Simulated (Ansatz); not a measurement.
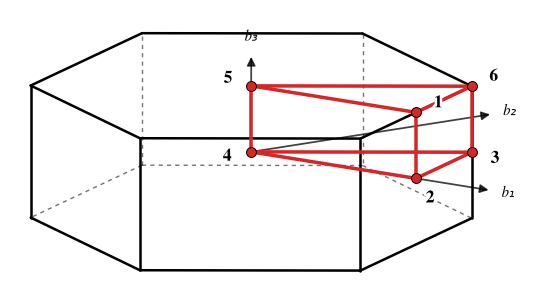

For I, the geometry relaxed with Ansatz 0.2.0, DFT PBEsol, scalar-relativistic, plane waves, PAW; the starting structure was generated, so it need not be a known form of this composition: the first Brillouin zone of a primitive hexagonal lattice (hP; extended symbol hP2) is drawn with its special points numbered. Symmetry computed with spglib at a tolerance of 0.002 Å; standard conventional cell.

a = 4.399 Å, b = 4.399 Å, c = 10.598 Å, α = 90.00°, β = 90.00°, γ = 120.00°.

Labels and path follow the convention of Hinuma et al. (2017), as computed by seekpath; the arrows show the directions of the reciprocal primitive vectors b₁, b₂, b₃, in which coordinates are given.

Give the label and coordinates of each numbered point.

Answer.
| no. | label | coordinates |
| --- | --- | --- |
| 1 | L | (1/2, 0, 1/2) |
| 2 | M | (1/2, 0, 0) |
| 3 | K | (1/3, 1/3, 0) |
| 4 | Γ | (0, 0, 0) |
| 5 | A | (0, 0, 1/2) |
| 6 | H | (1/3, 1/3, 1/2) |
